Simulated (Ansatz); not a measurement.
Cu: geometry relaxation (part 3 of 3)

The same run, continued: Cu (slab, 27 atoms in the cell); DFT PBEsol, scalar-relativistic, plane waves, PAW, no spin polarisation (Ansatz 0.2.0); cutoff 420 eV, 3×15×1 k-mesh, Gaussian smearing of 0.1 eV. The structure derives from an entry of the Crystallography Open Database. The input holds or restrains some coordinates. It belongs to a series of runs on one base structure; here: stripe of 3 of 6 rows, two steps.

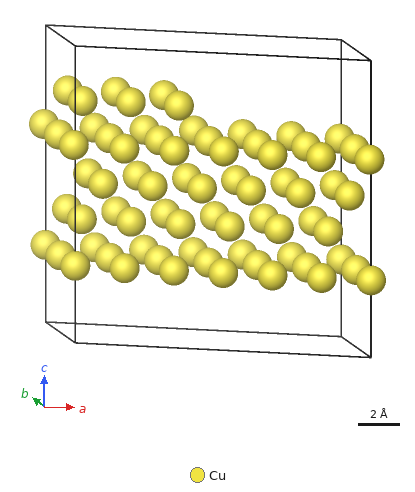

The geometry at step 3 of the log (spheres-only view of the 1 × 2 repeat of the cell, with the vacuum cut short, seen slightly off an axis).

Output, continued:
```
  k-point 22: bands = ["-106.9269", "-106.9193", "-106.9014", "-106.8903", "-106.8806", "-106.8723", "-106.8663", "-106.8661", "-106.8655", "-106.8618", ... 98 levels left out ..., "-3.8002", "-3.1451", "-2.7740", "-2.5945", "-2.0063", "-1.6438", "-1.1991", "-1.0036", "-0.5838", "-0.4245", "-0.2985", "-0.1120", "0.0863", "0.2283", "0.2538", "0.3861", "0.4881", "0.5305", "0.6397", "0.6991", "0.8084", "0.9161", "0.9547", "0.9803", "1.0260", "1.1240", "1.1737", "1.2330", "1.3278",
      "1.3845", "1.4683", "1.5805", "1.6755", "1.7728", "1.7827", "1.8773", "1.9249", "1.9501", "1.9715", "1.9811", "2.0210", "2.0712", "2.0967", "2.1220", "2.1454", "2.1799", "2.1980", "2.2176", "2.2645", "2.2877", "2.2964", "2.3261", "2.3499", "2.3837", "2.3980", "2.4152", "2.4214", "2.4309", "2.4439", "2.4580", "2.4724", "2.4765", "2.5019", "2.5098", "2.5241", "2.5287", "2.5570", "2.5724", "2.5810",
      "2.5956", "2.6180", "2.6302", "2.6549", "2.6652", "2.6840", "2.6902", "2.7139", "2.7288", "2.7503", "2.7743", "2.7793", "2.7927", "2.8138", "2.8264", "2.8442", "2.8543", "2.8919", "2.9115", "2.9327", "2.9772", "2.9892", "3.0302", "3.0637", "3.0673", "3.1072", "3.1249", "3.1441", "3.1618", "3.1830", "3.2056", "3.2308", "3.2416", "3.2458", "3.2641", "3.2800", "3.3090", "3.3466", "3.3625", "3.3865",
      "3.4003", "3.4259", "3.4371", "3.4521", "3.4872", "3.5096", "3.5166", "3.5353", "3.5601", "3.5752", "3.6025", "3.6199", "3.6311", "3.6392", "3.6509", "3.6804", "3.7004", "3.7186", "3.7363", "3.7464", "3.7594", "3.7828", "3.7961", "3.8050", "3.8286", "3.8440", "3.8662", "3.8784", "3.8803", "3.8927", "3.8979", "3.9136", "3.9346", "3.9483", "3.9729", "4.0170", "4.0664", "4.0915", "4.1173", "4.2305",
      "4.3878", "4.6971", "4.9035", "5.1891", "5.3387", "5.5471", "5.6141", "5.9740", "6.1708", "6.5612", "6.6430", "6.9606", "7.3347", "7.4578", "7.5414", "8.3713", "8.7170", "9.7524", "9.9091", "10.0286", "10.3345", "10.5220", "10.6861", "10.8969", "11.0123", "11.1703", "11.3834", "11.4725", "11.8333", "11.9682", "12.1041", "12.2012", "12.3883", "12.6304", "12.7203", "13.1231", "13.5009", "13.5433", "13.6669", "13.8684",
      "13.9623", "14.0456", "14.1768", "14.4218", "14.5075", "14.6979", "14.7656", "14.8949", "15.1020", "15.2306", "15.2727"]
--- Relaxed structure (4 steps of the walk, 4 accepted, 0 SCFs on fresh bases) ---
  F+E_penalty+E_count = -177889.47318314 eV   max|allowed force component| = 7.061e-3 eV/Å
  atoms:
    - { symbol: Cu, position: [0.0, 0.0, 0.07415003549999999] }
    - { symbol: Cu, position: [0.055555555599999994, 0.6666666667999999, 0.1758499645] }
    - { symbol: Cu, position: [0.10976738791047222, 0.32910364886153065, 0.27618393389761553] }
    - { symbol: Cu, position: [0.16666666669999997, 9.999999182628857e-11, 0.07415003549999999] }
    - { symbol: Cu, position: [0.22222222219999999, 0.6666666665999998, 0.1758499645] }
    - { symbol: Cu, position: [0.2776153418023629, 0.3325963328684577, 0.27637298308195457] }
    - { symbol: Cu, position: [0.3333333333, -1.0000002472178562e-10, 0.07415003549999999] }
    - { symbol: Cu, position: [0.38888888889999995, 0.6666666667, 0.1758499645] }
    - { symbol: Cu, position: [0.4451338330498915, 0.33491101568782833, 0.27718136551333195] }
    - { symbol: Cu, position: [0.4999999999999999, 4.0389678347315804e-28, 0.07415003549999999] }
    - { symbol: Cu, position: [0.5555555555999999, 0.6666666668000001, 0.1758499645] }
    - { symbol: Cu, position: [0.6107742485007187, 0.33168579343802007, 0.2774030448547395] }
    - { symbol: Cu, position: [0.6666666667, 9.999999182628857e-11, 0.07415003549999999] }
    - { symbol: Cu, position: [0.7222222221999999, 0.6666666665999995, 0.1758499645] }
    - { symbol: Cu, position: [0.7779166754889004, 0.33314472322372257, 0.277364986525564] }
    - { symbol: Cu, position: [0.8333333333, 0.9999999998999999, 0.07415003549999999] }
    - { symbol: Cu, position: [0.8888888888999998, 0.6666666666999996, 0.1758499645] }
    - { symbol: Cu, position: [0.9440574380662851, 0.33177966745815196, 0.2770977896500867] }
    - { symbol: Cu, position: [-0.005310666210947834, 0.9842138434842495, 0.3788986576668446] }
    - { symbol: Cu, position: [0.16531584602286986, 0.9962661933663609, 0.37572835596293763] }
    - { symbol: Cu, position: [0.33454136980887106, 1.0039853770629268, 0.3763989092496899] }
    - { symbol: Cu, position: [0.5027275459655346, 1.008372073316933, 0.38059363365788007] }
    - { symbol: Cu, position: [0.6669885230326136, 1.0008233464933947, 0.37781049108198317] }
    - { symbol: Cu, position: [0.8312439093899354, 0.9937260547306443, 0.37891253494714666] }
    - { symbol: Cu, position: [0.0589046215811496, 0.6772759031604204, 0.4738659907688557] }
    - { symbol: Cu, position: [0.22077416040652956, 0.6630539144871292, 0.477351757122896] }
    - { symbol: Cu, position: [0.3823757899862977, 0.647883976504962, 0.47440048435690746] }
--- Löwdin populations: 27 sites ---
  site symbol       q [e]
     0     Cu     18.8649
     1     Cu     18.8322
     2     Cu     18.8300
     3     Cu     18.8605
     4     Cu     18.8231
     5     Cu     18.8278
     6     Cu     18.8618
     7     Cu     18.8317
     8     Cu     18.8294
     9     Cu     18.8664
    10     Cu     18.8278
    11     Cu     18.8299
    12     Cu     18.8608
    13     Cu     18.8250
    14     Cu     18.8244
    15     Cu     18.8612
    16     Cu     18.8278
    17     Cu     18.8366
    18     Cu     18.8606
    19     Cu     18.8389
    20     Cu     18.8359
    21     Cu     18.8595
    22     Cu     18.8643
    23     Cu     18.8597
    24     Cu     18.8630
    25     Cu     18.8549
    26     Cu     18.8801
  spilling = 0.008112 (of n_electrons = 513.000000)
```

File populations.tsv:
```
# site	symbol	l	j	q
# orbitals = lowdin
# n_electrons = 513.000000
# spilling = 0.008112
0	Cu	0_3S	-	1.996927
0	Cu	0_4S	-	1.064652
0	Cu	1_3P	-	5.999076
0	Cu	2_3D	-	9.804286
1	Cu	0_3S	-	1.995860
1	Cu	0_4S	-	1.040313
1	Cu	1_3P	-	5.999124
1	Cu	2_3D	-	9.796911
2	Cu	0_3S	-	1.995826
2	Cu	0_4S	-	1.045423
2	Cu	1_3P	-	5.999131
2	Cu	2_3D	-	9.789639
3	Cu	0_3S	-	1.996917
3	Cu	0_4S	-	1.060331
3	Cu	1_3P	-	5.999069
3	Cu	2_3D	-	9.804161
4	Cu	0_3S	-	1.995843
4	Cu	0_4S	-	1.032840
4	Cu	1_3P	-	5.999127
4	Cu	2_3D	-	9.795332
5	Cu	0_3S	-	1.995837
5	Cu	0_4S	-	1.044164
5	Cu	1_3P	-	5.999154
5	Cu	2_3D	-	9.788655
6	Cu	0_3S	-	1.996924
6	Cu	0_4S	-	1.061591
6	Cu	1_3P	-	5.999072
6	Cu	2_3D	-	9.804219
7	Cu	0_3S	-	1.995892
7	Cu	0_4S	-	1.039270
7	Cu	1_3P	-	5.999132
7	Cu	2_3D	-	9.797410
8	Cu	0_3S	-	1.995912
8	Cu	0_4S	-	1.041476
8	Cu	1_3P	-	5.999139
8	Cu	2_3D	-	9.792902
9	Cu	0_3S	-	1.996931
9	Cu	0_4S	-	1.065804
9	Cu	1_3P	-	5.999078
9	Cu	2_3D	-	9.804635
10	Cu	0_3S	-	1.995891
10	Cu	0_4S	-	1.036852
10	Cu	1_3P	-	5.999135
10	Cu	2_3D	-	9.795927
11	Cu	0_3S	-	1.995869
11	Cu	0_4S	-	1.041042
11	Cu	1_3P	-	5.999129
11	Cu	2_3D	-	9.793840
12	Cu	0_3S	-	1.996918
12	Cu	0_4S	-	1.060245
12	Cu	1_3P	-	5.999070
12	Cu	2_3D	-	9.804546
13	Cu	0_3S	-	1.995896
13	Cu	0_4S	-	1.033633
13	Cu	1_3P	-	5.999134
13	Cu	2_3D	-	9.796336
14	Cu	0_3S	-	1.995857
14	Cu	0_4S	-	1.033966
14	Cu	1_3P	-	5.999134
14	Cu	2_3D	-	9.795473
15	Cu	0_3S	-	1.996924
15	Cu	0_4S	-	1.061047
15	Cu	1_3P	-	5.999074
15	Cu	2_3D	-	9.804197
16	Cu	0_3S	-	1.995890
16	Cu	0_4S	-	1.036586
16	Cu	1_3P	-	5.999136
16	Cu	2_3D	-	9.796175
17	Cu	0_3S	-	1.995876
17	Cu	0_4S	-	1.050357
17	Cu	1_3P	-	5.999133
17	Cu	2_3D	-	9.791184
18	Cu	0_3S	-	1.996002
18	Cu	0_4S	-	1.070533
18	Cu	1_3P	-	5.999085
18	Cu	2_3D	-	9.795001
19	Cu	0_3S	-	1.995879
19	Cu	0_4S	-	1.043362
19	Cu	1_3P	-	5.999133
19	Cu	2_3D	-	9.800512
20	Cu	0_3S	-	1.995780
20	Cu	0_4S	-	1.047230
20	Cu	1_3P	-	5.999125
20	Cu	2_3D	-	9.793777
21	Cu	0_3S	-	1.996461
21	Cu	0_4S	-	1.060667
21	Cu	1_3P	-	5.999092
21	Cu	2_3D	-	9.803259
22	Cu	0_3S	-	1.996760
22	Cu	0_4S	-	1.064936
22	Cu	1_3P	-	5.999034
22	Cu	2_3D	-	9.803546
23	Cu	0_3S	-	1.996813
23	Cu	0_4S	-	1.058962
23	Cu	1_3P	-	5.999069
23	Cu	2_3D	-	9.804883
24	Cu	0_3S	-	1.997325
24	Cu	0_4S	-	1.045249
24	Cu	1_3P	-	5.998854
24	Cu	2_3D	-	9.821603
25	Cu	0_3S	-	1.996665
25	Cu	0_4S	-	1.045835
25	Cu	1_3P	-	5.999062
25	Cu	2_3D	-	9.813371
26	Cu	0_3S	-	1.997368
26	Cu	0_4S	-	1.057989
26	Cu	1_3P	-	5.998845
26	Cu	2_3D	-	9.825896
```

Trajectory as extended XYZ (Å, eV, eV/Å), 4 frames, from step=1 to step=4:
```
27
Lattice="15.1181 0.0000 0.0000 -1.2598 2.1821 0.0000 0.0000 0.0000 20.2293" Properties=species:S:1:pos:R:3:forces:R:3 step=1 energy=-177889.37321
Cu    0.0000    0.0000    1.5000    0.0096   0.0048   0.1074
Cu    0.0000    1.4547    3.5573   -0.0059  -0.0007  -0.0580
Cu    1.2598    0.7274    5.6146   -0.0084  -0.0071  -0.0390
Cu    2.5197    0.0000    1.5000    0.0002   0.0017   0.1069
Cu    2.5197    1.4547    3.5573    0.0027   0.0032  -0.0449
Cu    3.7795    0.7274    5.6146    0.0093   0.0035   0.0196
Cu    5.0394    0.0000    1.5000    0.0123   0.0063   0.1062
Cu    5.0394    1.4547    3.5573    0.0037   0.0039  -0.0589
Cu    6.2992    0.7274    5.6146   -0.0164  -0.0124  -0.0393
Cu    7.5591    0.0000    1.5000   -0.0060  -0.0051   0.1120
Cu    7.5591    1.4547    3.5573   -0.0039   0.0011  -0.0445
Cu    8.8189    0.7274    5.6146   -0.0274  -0.0190   0.0517
Cu   10.0787    0.0000    1.5000    0.0060   0.0010   0.1075
Cu   10.0787    1.4547    3.5573    0.0005   0.0025  -0.0218
Cu   11.3386    0.7274    5.6146    0.0212   0.0085   0.0607
Cu   11.3386    2.1821    1.5000   -0.0014  -0.0022   0.1059
Cu   12.5984    1.4547    3.5573   -0.0084  -0.0020  -0.0365
Cu   13.8583    0.7274    5.6146    0.0380   0.0189   0.0071
Cu   -1.2598    2.1821    7.6719   -0.1759  -0.1019   0.2798
Cu    1.2598    2.1821    7.6719   -0.0831  -0.0474   0.0350
Cu    3.7795    2.1821    7.6719    0.1482   0.0858   0.1943
Cu    6.2992    2.1821    7.6719    0.0994   0.0602   0.2103
Cu    8.8189    2.1821    7.6719    0.0154   0.0083  -0.1219
Cu   11.3386    2.1821    7.6719   -0.0002   0.0009  -0.0201
Cu    0.0000    1.4547    9.7293    0.2363   0.1374  -0.5049
Cu    2.5197    1.4547    9.7293   -0.0038  -0.0004  -0.0272
Cu    5.0394    1.4547    9.7293   -0.2620  -0.1498  -0.4872
27
Lattice="15.1181 0.0000 0.0000 -1.2598 2.1821 0.0000 0.0000 0.0000 20.2293" Properties=species:S:1:pos:R:3:forces:R:3 step=2 energy=-177889.43199
Cu    0.0000    0.0000    1.5000    0.0099   0.0050   0.1060
Cu    0.0000    1.4547    3.5573   -0.0120  -0.0046  -0.0970
Cu    1.2563    0.7250    5.6045   -0.0065  -0.0052  -0.0342
Cu    2.5197    0.0000    1.5000   -0.0003   0.0013   0.1030
Cu    2.5197    1.4547    3.5573    0.0015   0.0020  -0.0844
Cu    3.7797    0.7272    5.6055    0.0049   0.0014   0.0111
Cu    5.0394    0.0000    1.5000    0.0123   0.0063   0.1030
Cu    5.0394    1.4547    3.5573    0.0082   0.0061  -0.0809
Cu    6.3013    0.7282    5.6106   -0.0084  -0.0071  -0.0314
Cu    7.5591    0.0000    1.5000   -0.0058  -0.0053   0.1118
Cu    7.5591    1.4547    3.5573    0.0002   0.0029  -0.0585
Cu    8.8187    0.7268    5.6127   -0.0223  -0.0156   0.0331
Cu   10.0787    0.0000    1.5000    0.0051   0.0003   0.1057
Cu   10.0787    1.4547    3.5573    0.0020   0.0028  -0.0303
Cu   11.3394    0.7274    5.6129    0.0173   0.0071   0.0396
Cu   11.3386    2.1821    1.5000   -0.0010  -0.0021   0.1058
Cu   12.5984    1.4547    3.5573   -0.0114  -0.0042  -0.0570
Cu   13.8572    0.7263    5.6101    0.0286   0.0143  -0.0011
Cu   -1.2737    2.1740    7.6635   -0.1439  -0.0830   0.1923
Cu    1.2556    2.1797    7.6464   -0.0529  -0.0299   0.0049
Cu    3.7827    2.1840    7.6513    0.1106   0.0642   0.1085
Cu    6.3081    2.1873    7.6737    0.0788   0.0474   0.1543
Cu    8.8216    2.1834    7.6609    0.0095   0.0053  -0.0797
Cu   11.3343    2.1795    7.6671   -0.0010   0.0006  -0.0069
Cu    0.0158    1.4641    9.6711    0.1474   0.0859  -0.3177
Cu    2.5149    1.4524    9.6970   -0.0028  -0.0003   0.0101
Cu    5.0136    1.4403    9.6742   -0.1672  -0.0953  -0.3053
27
Lattice="15.1181 0.0000 0.0000 -1.2598 2.1821 0.0000 0.0000 0.0000 20.2293" Properties=species:S:1:pos:R:3:forces:R:3 step=3 energy=-177889.47059
Cu    0.0000    0.0000    1.5000    0.0101   0.0052   0.1040
Cu    0.0000    1.4547    3.5573   -0.0290  -0.0149  -0.1573
Cu    1.2488    0.7204    5.5876   -0.0124  -0.0076   0.0354
Cu    2.5197    0.0000    1.5000   -0.0009   0.0010   0.0981
Cu    2.5197    1.4547    3.5573    0.0011   0.0011  -0.1365
Cu    3.7826    0.7285    5.5935   -0.0178  -0.0109  -0.0001
Cu    5.0394    0.0000    1.5000    0.0115   0.0058   0.0985
Cu    5.0394    1.4547    3.5573    0.0108   0.0063  -0.1264
Cu    6.3068    0.7301    5.5992    0.0140   0.0095   0.0750
Cu    7.5591    0.0000    1.5000   -0.0052  -0.0050   0.1121
Cu    7.5591    1.4547    3.5573    0.0184   0.0123  -0.0736
Cu    8.8145    0.7231    5.6167    0.0079   0.0043  -0.0126
Cu   10.0787    0.0000    1.5000    0.0035  -0.0006   0.1035
Cu   10.0787    1.4547    3.5573    0.0010   0.0010  -0.0203
Cu   11.3411    0.7270    5.6128    0.0042   0.0025   0.0113
Cu   11.3386    2.1821    1.5000   -0.0005  -0.0017   0.1070
Cu   12.5984    1.4547    3.5573   -0.0126  -0.0058  -0.0640
Cu   13.8575    0.7257    5.6095   -0.0155  -0.0090  -0.0035
Cu   -1.3297    2.1420    7.6730    0.0667   0.0384   0.0029
Cu    1.2502    2.1770    7.6051   -0.0565  -0.0315   0.0159
Cu    3.8001    2.1949    7.6200   -0.0070  -0.0041   0.0400
Cu    6.3286    2.2003    7.7068   -0.0018  -0.0022  -0.0272
Cu    8.8189    2.1822    7.6497    0.0042   0.0017  -0.0129
Cu   11.3080    2.1646    7.6739    0.0085   0.0047  -0.0280
Cu    0.0365    1.4769    9.5970    0.0231   0.0139  -0.0617
Cu    2.5046    1.4477    9.6619    0.0117   0.0067  -0.0087
Cu    4.9730    1.4180    9.6162   -0.0374  -0.0208  -0.0705
27
Lattice="15.1181 0.0000 0.0000 -1.2598 2.1821 0.0000 0.0000 0.0000 20.2293" Properties=species:S:1:pos:R:3:forces:R:3 step=4 energy=-177889.47318
Cu    0.0000    0.0000    1.5000    0.0103   0.0053   0.1032
Cu    0.0000    1.4547    3.5573   -0.0285  -0.0146  -0.1679
Cu    1.2449    0.7181    5.5870    0.0013   0.0008   0.0024
Cu    2.5197    0.0000    1.5000   -0.0010   0.0009   0.0967
Cu    2.5197    1.4547    3.5573   -0.0037  -0.0019  -0.1471
Cu    3.7780    0.7258    5.5908    0.0038   0.0023  -0.0070
Cu    5.0394    0.0000    1.5000    0.0116   0.0059   0.0986
Cu    5.0394    1.4547    3.5573    0.0172   0.0102  -0.1014
Cu    6.3076    0.7308    5.6072   -0.0045  -0.0028  -0.0015
Cu    7.5591    0.0000    1.5000   -0.0053  -0.0052   0.1122
Cu    7.5591    1.4547    3.5573    0.0070   0.0054  -0.0761
Cu    8.8159    0.7238    5.6117    0.0007   0.0004   0.0001
Cu   10.0787    0.0000    1.5000    0.0035  -0.0008   0.1027
Cu   10.0787    1.4547    3.5573    0.0032   0.0023  -0.0359
Cu   11.3409    0.7270    5.6109    0.0013   0.0006  -0.0007
Cu   11.3386    2.1821    1.5000   -0.0005  -0.0018   0.1060
Cu   12.5984    1.4547    3.5573   -0.0148  -0.0071  -0.0833
Cu   13.8544    0.7240    5.6055    0.0009   0.0005  -0.0020
Cu   -1.3202    2.1477    7.6648    0.0013   0.0009  -0.0023
Cu    1.2441    2.1740    7.6007   -0.0062  -0.0034   0.0071
Cu    3.7928    2.1908    7.6143    0.0063   0.0037   0.0032
Cu    6.3299    2.2004    7.6991   -0.0037  -0.0021   0.0005
Cu    8.8227    2.1839    7.6428    0.0004   0.0002   0.0015
Cu   11.3149    2.1684    7.6651   -0.0007  -0.0003   0.0006
Cu    0.0373    1.4779    9.5860    0.0026   0.0017  -0.0048
Cu    2.5023    1.4469    9.6565   -0.0019  -0.0010  -0.0003
Cu    4.9646    1.4138    9.5968   -0.0005   0.0000  -0.0043
```

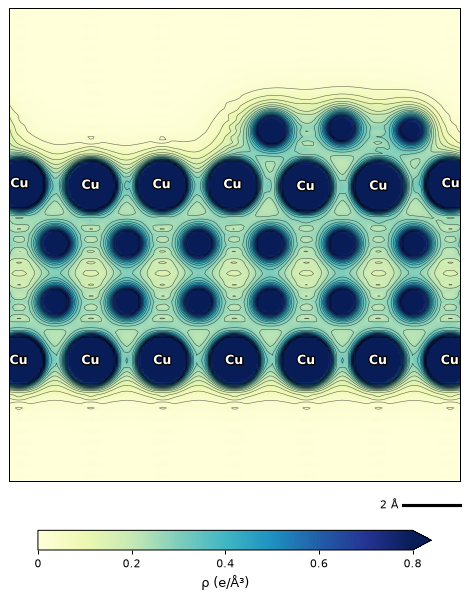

Valence pseudo-density on the (010) plane of the calculation cell, a cut from vacuum to vacuum. The section cuts through Cu sites. Cu–Cu (2.48 Å): ρ is about 0.3 e/Å³ halfway. Cu–Cu (2.52 Å): ρ is about 0.29 e/Å³ halfway. Cu–Cu (2.55 Å): ρ is about 0.31 e/Å³ halfway. The density dies away to nearly zero in the vacuum. In a PAW calculation such maps are meaningful between the atoms, not at the nuclei.

Summary:

- outcome: converged under the restraints of the input
- electrons treated: 513
- free energy: −177889.4732 eV
- Fermi energy: 5.464 eV
- gap on the k-point mesh: none (metallic)
- final volume: 667.35 Å³
- largest force (length of the vector) at the end, held atoms and coordinates included: 0.171 eV/Å
- hardware: 4 threads of Intel Xeon (Sapphire Rapids), 64 GiB of memory available, shared host
- wall time: 12 min (CPU time 47 min)
- peak memory: 5.9 GiB

Warnings of the run: the k-point mesh lowers the symmetry that the run can use; the density in the vacuum is higher than it should be, so vacuum levels may be off; the exchange-correlation potential is rough where the density is thin.
